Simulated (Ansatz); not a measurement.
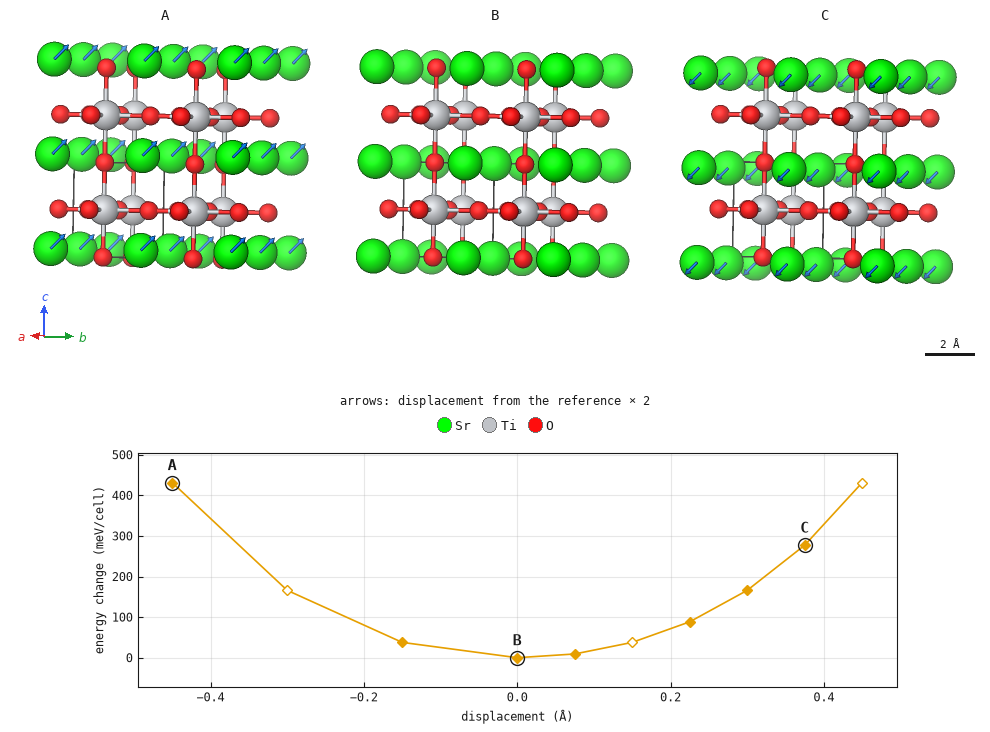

A crystal of SrTiO$_{3}$ (Pm-3m): the Sr atom (one in each cell of 5 atoms) is moved towards the nearest copy of atom 3 (O) at 2.783 Å, all else fixed. The lettered frames are marked on the plot. Hollow markers are points alike by symmetry, not computed again. Style: ball-and-stick. Shown: the cell of the calculation, repeated 2 × 2 × 2 with one cell outlined, along the a axis, with a slight tilt. Blue arrows: displacements from the reference.

Method: Ansatz, DFT PBE, scalar-relativistic, plane waves, PAW. Set-up: plane-wave cutoff 420 eV; k-point mesh 8 × 8 × 8; occupations gaussian; smearing width 0.05 eV; no spin polarisation. Energies (free energies at the smearing named) are counted from the relaxed crystal.

Question: What does the scan show?

Answer: The lowest computed point lies at the displacement 0.00 Å (0 meV/cell). At the ends of the scan the energy is 431 meV/cell (−0.45 Å) and 431 meV/cell (0.45 Å). The curvature at zero is about 3.4 eV/Å². The well is symmetric. The distortion takes the space group from Pm-3m to Amm2.
